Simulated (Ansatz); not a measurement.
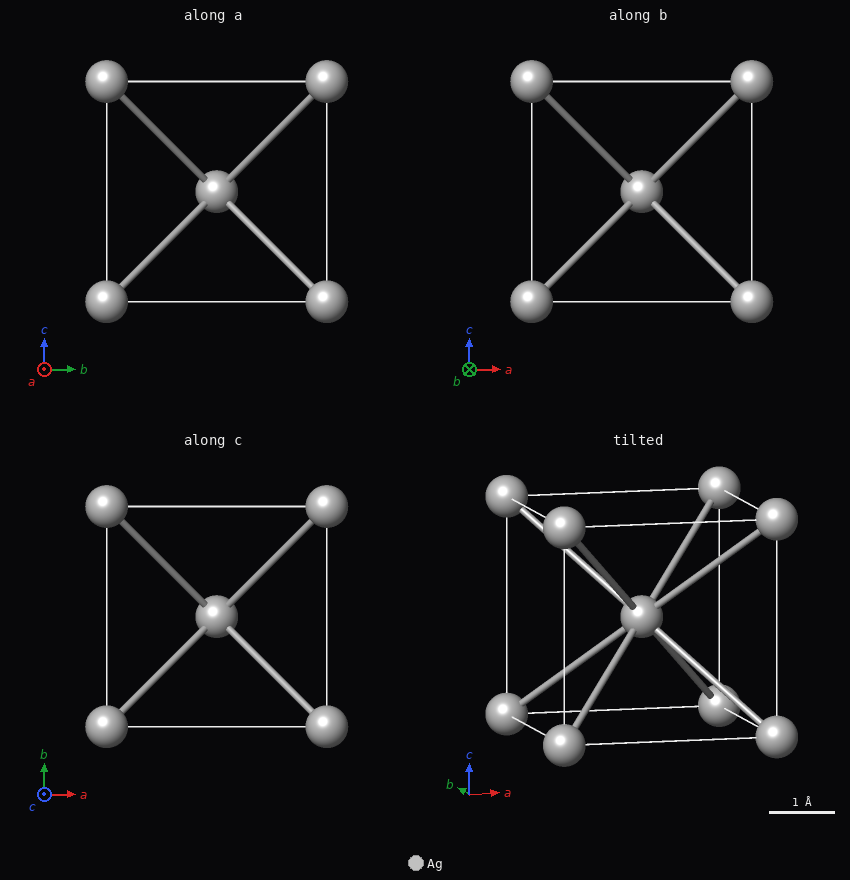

Drawn in the ball-and-stick manner and seen along the a axis, along the b axis, along the c axis and slightly off an axis. The frame is the conventional unit cell; atoms at its boundary are shown with their periodic copies.

Lattice parameters: a = 3.4274 Å, b = 3.4274 Å, c = 3.4274 Å, α = 90.000°, β = 90.000°, γ = 90.000°.

Express the structure as a CIF with its space group and independent sites.

```cif
data_structure
_symmetry_space_group_name_H-M 'I m -3 m'
_symmetry_Int_Tables_number 229
_cell_length_a 3.4274
_cell_length_b 3.4274
_cell_length_c 3.4274
_cell_angle_alpha 90.000
_cell_angle_beta 90.000
_cell_angle_gamma 90.000
_cell_volume 40.26
loop_
_atom_site_label
_atom_site_type_symbol
_atom_site_symmetry_multiplicity
_atom_site_Wyckoff_symbol
_atom_site_fract_x
_atom_site_fract_y
_atom_site_fract_z
_atom_site_occupancy
Ag1 Ag 2 a 0.0000 0.0000 0.0000 1
```

The structure was taken from a structure type filled with this element by a generator (whether the element takes this form wasn't checked). Earlier steps of the study may have refined or changed the cell and positions. It went into a calculation with Ansatz.

At this level of theory the cell isn't at rest (stretched, at -5 GPa), so its distances can differ from those at equilibrium, the more so the softer the solid.
